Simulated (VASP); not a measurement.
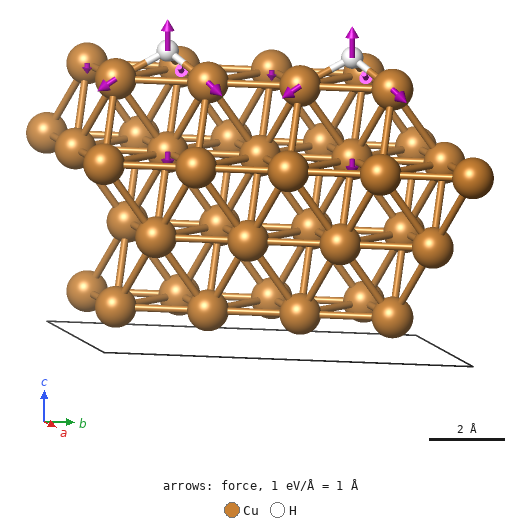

Starting geometry of a slab of composition Cu16H with the computed forces as purple arrows. A ball-and-stick model of the 1 × 2 repeat of the cell, outlined in the plane, without the vacuum (origin shifted), seen slightly off an axis.

The run lets the atoms move in a fixed cell. 8 atoms are held fixed.

All numbers below come from VASP, Kohn-Sham DFT of a periodic cell, PBE with D3(BJ), VASP PAW PBE potentials, recommended.

The input:
```
SYSTEM = Cu16H
PREC = Accurate ; ENCUT = 400
EDIFF = 1E-6 ; ISMEAR = 1
SIGMA = 0.1 ; LREAL = Auto
LASPH = .TRUE. ; NELM = 60
ALGO = Normal ; ISIF = 2
LWAVE = .FALSE. ; LCHARG = .FALSE.
GGA = PE ; IVDW = 12
IBRION = 2 ; NSW = 120
EDIFFG = -0.03 ; ISYM = 0
KPAR = 4
```

Run as
```bash
cat potpaw_PBE.64/Cu/POTCAR potpaw_PBE.64/H/POTCAR > POTCAR
mpirun -np 4 vasp_std > vasp.out
```

> Is this structure relaxed? If not, where do the atoms go?

It isn't relaxed: the largest force vector, on the H atom, is 0.87 eV/Å. The final displacements follow the starting forces only in part (cosine between the two patterns 0.75). The atom that moves furthest is the H atom (0.17 Å along the normal (+c)). Largest moves by element: H 0.17 Å, Cu 0.10 Å. The cell stays as it was. Some distances before and after: Cu–H 1.632 → 1.742 Å, Cu–Cu 2.553 → 2.480 Å, Cu–Cu 2.553 → 2.502 Å, Cu–Cu 2.553 → 2.524 Å. Among the angles between lasting bonds that change: Cu–H–Cu 102.9° → 93.9°. The energy falls by 0.145 eV per cell of the calculation in 9 geometry steps. The largest force component goes from 0.87 to 0.15 eV/Å. It ran on 4 threads of Intel(R) Xeon(R) Platinum 8259CL CPU @ 2.50GHz (Skylake/Cascade Lake), with other jobs on the host.
